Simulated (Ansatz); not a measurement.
Geometry optimisation.

Program: Ansatz.

```
crystal:
  lattice:
    - [3.1482650018, 0.0, 0.0]
    - [-1.5741325009, 2.7264774694, 0.0]
    - [0.0, 0.0, 5.1517575447]
  atoms:
    - { symbol: Tl, position: [0.3333333333, 0.6666666667, 0.25] }
    - { symbol: Tl, position: [0.6666666667, 0.3333333333, 0.75] }
basis:
  ecutwfc: 420
kpoints:
  mp_grid: { grid: [15, 15, 8] }
hamiltonian:
  xc: pbe
  dispersion: d3bj
scf:
  occupations: { method: gaussian, width: 0.1 }
output:
  forces: true
  stress: true
  eigenvalues: true
relax:
  adjacent_minimum: "off"
  f_tol: 0.008
  max_steps: 50
  cell: { stress_tol: 0.08, p_target: 25.0 }
```

Launched with:
```bash
ansatz run input.yaml --threads 1 --pin off --max-ram 1331MiB --backend cpu --events-out ev --progress --plain --runs-dir out
```

### How does the optimisation go?

The optimisation met its thresholds at geometry 4, counting the start as the first. The energy of the last step lies about 97 meV/atom above the first. Step 2 went uphill and was rejected by the line search. The target is 25 GPa, so the enthalpy and not the energy is minimised. All forces vanish by symmetry, so only the cell moves. The volume shrinks from 22.1 to 21.4 Å³ per atom (−3 %), overshooting to 20.1 at step 2, as the pressure goes from 21 GPa to about 25 GPa.

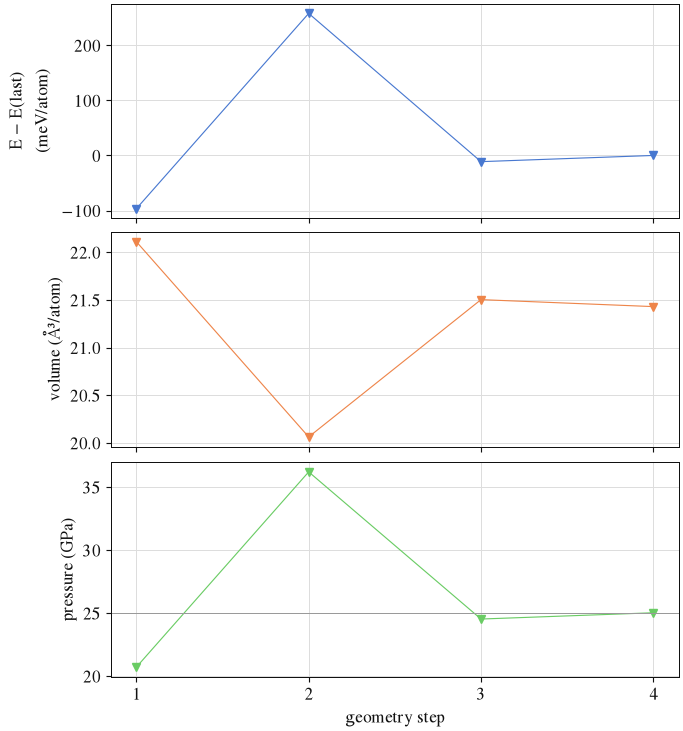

History of the run, step by step. Atoms and cell relax. A closing SCF on a freshly chosen basis isn't drawn.
